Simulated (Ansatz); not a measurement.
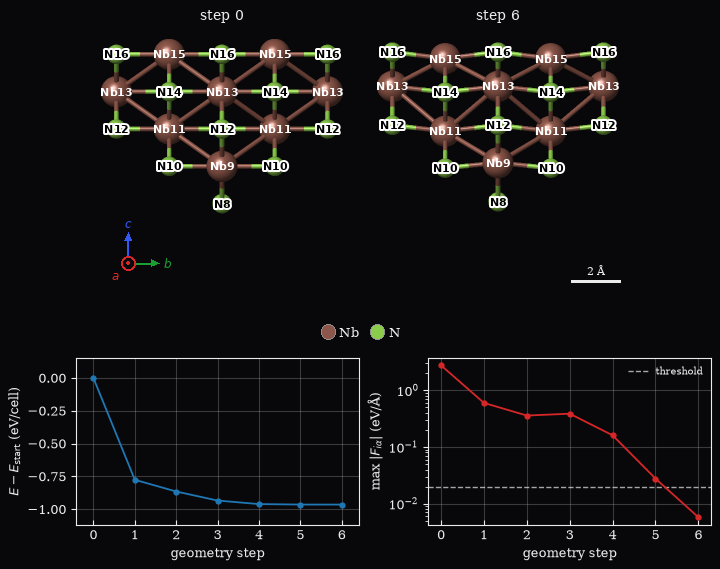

First and last geometry of a relaxation of a slab of composition NbN (cut from the Fm-3m phase), with the history of the run. The picture is a ball-and-stick view of the atoms within 5.0 Å of the atom that moves most (axes of the 3 × 1 repeat of the cell, outlined in the plane, without the vacuum), seen along the a axis.

Case: (1 1 0) slab, atoms relaxed. The slab is the (1 1 0) face of NbN.

These are results of DFT PBEsol, scalar-relativistic, plane waves, PAW (Ansatz 0.2.0), not measurements. (plane-wave cutoff 420 eV; k-point mesh 11 × 8 × 1; occupations gaussian; smearing width 0.1 eV; no spin polarisation; dipole correction; atoms relaxed in a fixed cell; force threshold 0.02 eV/Å; at most 60 steps)

Q: What do the curves and the structures tell?

A: It converged. Over 6 geometry steps the energy falls by 0.964 eV per cell of the calculation. The largest force component goes from 2.8 to 0.0058 eV/Å. The largest moves relative to the layer's centre, 0.22 Å, are those of Nb3 and Nb13. Nb13 goes along the normal (+c). Largest moves by element: Nb 0.22 Å, N 0.15 Å. The cell doesn't change. Among the contacts that change: Nb13–Nb15 3.097 → 2.920 Å, Nb11–Nb13 3.097 → 3.264 Å, Nb9–Nb11 3.097 → 2.985 Å, N14–Nb15 2.190 → 2.087 Å. Bond angles that change, for instance: Nb15–N16–Nb15 180.0° → 166.1°, Nb11–N12–Nb11 180.0° → 167.4°, Nb15–N14–Nb15 90.0° → 95.8°. The run took 8.5 min on 2 threads of Arm Neoverse V2, on a shared host, peak memory 1.1 GiB.

```json
{"step": "0", "E − E(0), meV/atom": "0.00", "largest force component, eV/Å": "2.7565"}
{"step": "1", "E − E(0), meV/atom": "-48.46", "largest force component, eV/Å": "0.5993"}
{"step": "2", "E − E(0), meV/atom": "-54.05", "largest force component, eV/Å": "0.3583"}
{"step": "3", "E − E(0), meV/atom": "-58.36", "largest force component, eV/Å": "0.3864"}
{"step": "4", "E − E(0), meV/atom": "-60.04", "largest force component, eV/Å": "0.1608"}
{"step": "5", "E − E(0), meV/atom": "-60.27", "largest force component, eV/Å": "0.0277"}
{"step": "6", "E − E(0), meV/atom": "-60.28", "largest force component, eV/Å": "0.0058"}
```
